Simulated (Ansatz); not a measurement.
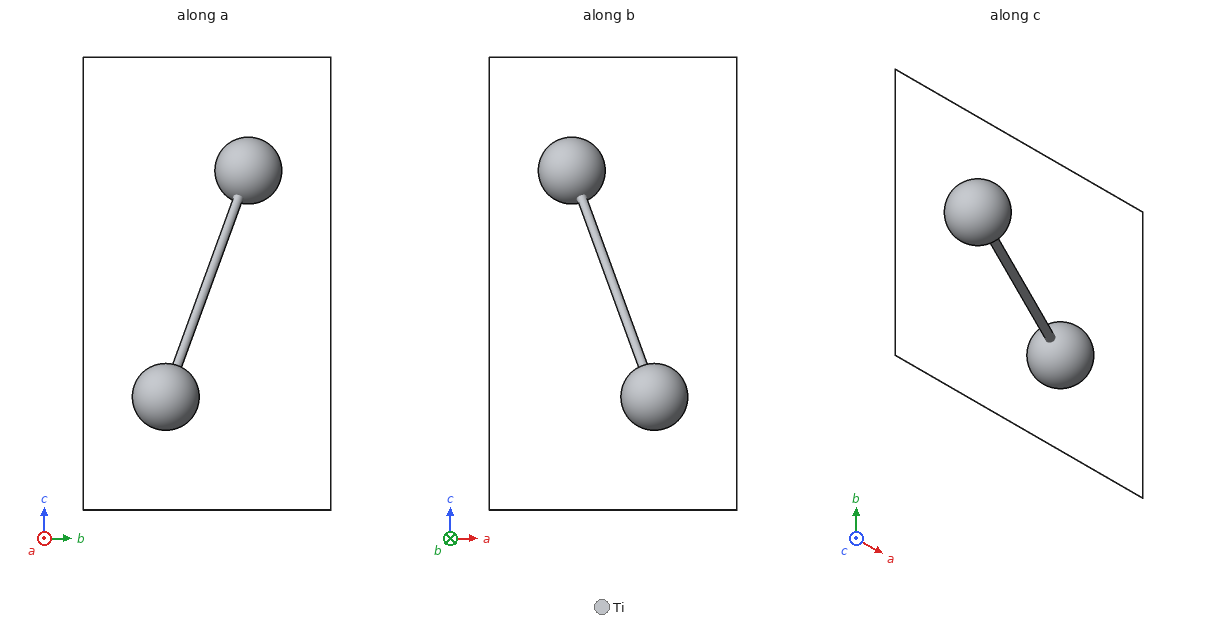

The structure above is drawn in ball-and-stick style and viewed along the a axis, along the b axis and along the c axis. The edges of the conventional unit cell are marked.

Lattice parameters: a = 2.9625 Å, b = 2.9625 Å, c = 4.6876 Å, α = 90.000°, β = 90.000°, γ = 120.000°.

Q: From the views, write a CIF with its space group and independent sites.

A:
```cif
data_structure
_symmetry_space_group_name_H-M 'P 63/m m c'
_symmetry_Int_Tables_number 194
_cell_length_a 2.9625
_cell_length_b 2.9625
_cell_length_c 4.6876
_cell_angle_alpha 90.000
_cell_angle_beta 90.000
_cell_angle_gamma 120.000
_cell_volume 35.63
loop_
_atom_site_label
_atom_site_type_symbol
_atom_site_symmetry_multiplicity
_atom_site_Wyckoff_symbol
_atom_site_fract_x
_atom_site_fract_y
_atom_site_fract_z
_atom_site_occupancy
Ti1 Ti 2 d 0.3333 0.6667 0.7500 1
```

The cell started as a structure type filled with this element by a generator (whether the element takes this form wasn't checked). Earlier steps of the study may have refined or changed the cell and positions. It went into a calculation with Ansatz.
